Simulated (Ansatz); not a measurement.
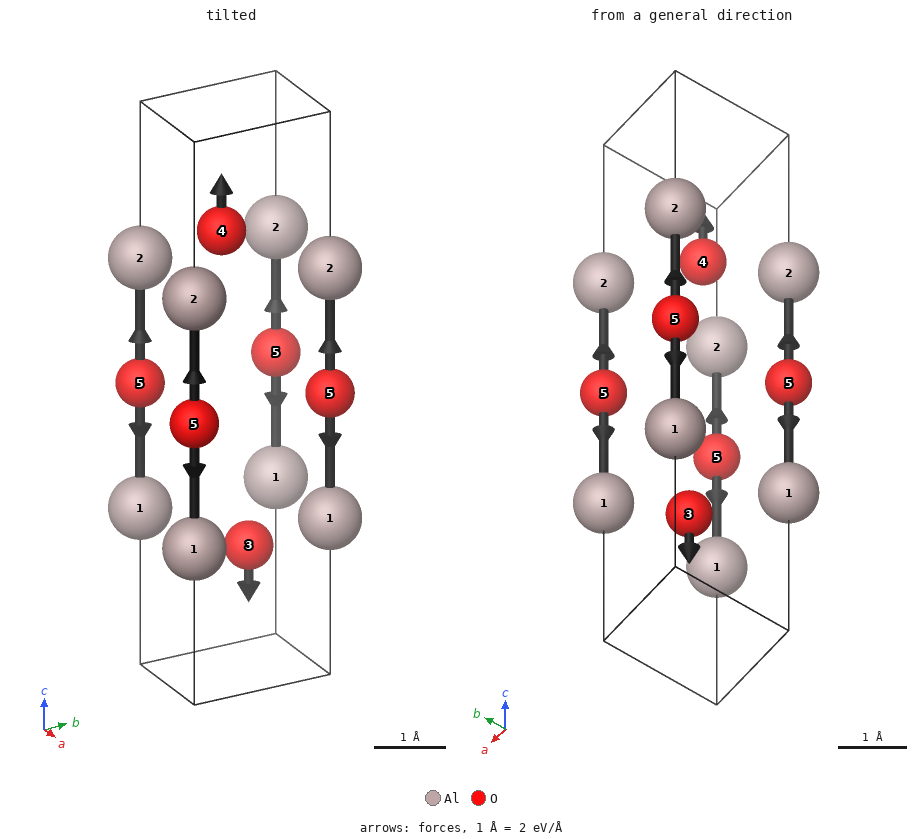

Spheres-only drawing of the structure, looking slightly off an axis and from a general direction. The box is the simulation cell; atoms on or close to its faces, edges and corners are drawn wherever they repeat. The arrows are the computed forces on the atoms.

System: Al$_{2}$O$_{3}$. Computed with DFT PBEsol, scalar-relativistic, plane waves, PAW in Ansatz. Settings: 420 eV cutoff, a 12×12×4 sampling of the Brillouin zone, Gaussian smearing of 0.05 eV, no spin polarisation.

**Has this structure been optimised to equilibrium?**

No. The atoms still feel forces of up to about 4.6 eV/Å, far above a usual threshold of 0.01 to 0.03 eV/Å.

**Where does the largest force act?**

Al1 and Al2, about 4.6 eV/Å.

It goes back to a structure listed in the Materials Project. The cell was then strained or its atoms displaced on purpose. A calculation with Ansatz used it as input.
